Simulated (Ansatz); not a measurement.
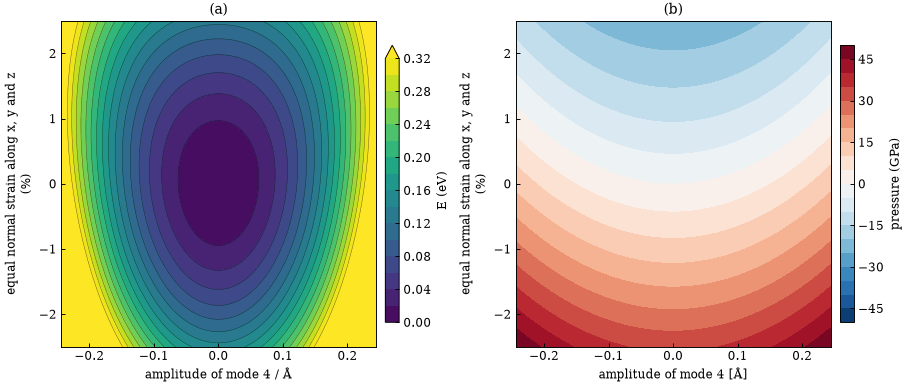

TaN (Fm-3m, No. 225; 2 atoms in the cell). The energy is mapped over a normal mode and a strain (zone-centre modes of the 2-atom cell of this scan) (x, y and z along the cube axes). The first coordinate is: amplitude of mode 4 (425 cm⁻¹), largest displacement in the unstrained cell; the second: equal normal strain along x, y and z. Nothing is relaxed (the pattern is fixed in fractional coordinates). Grid: 9 × 7 points; 35 points were computed and 28 follow by symmetry. Points are written as (first, second). All energies are given in eV per cell relative to the lowest grid point. Method: DFT LDA, scalar-relativistic, plane waves, PAW (Ansatz). Settings: cutoff 520 eV, k-mesh 18×18×18, gaussian smearing 0.15 eV, no spin polarisation.

Panel (a) is the energy and panel (b) the computed pressure on the same grid.

Drawn: filled contours, one colour for all values above the top of the scale. Between grid points the surface is interpolated.

How does the pressure vary over the map, and what is it at the lowest grid point?

It runs from −24 GPa at (0.000 Å, 2.50 %) to 50 GPa at (−0.244 Å, −2.50 %). At the lowest grid point, (0.000 Å, 0.00 %), it is 0 GPa.

PAW datasets: the set soft_1.
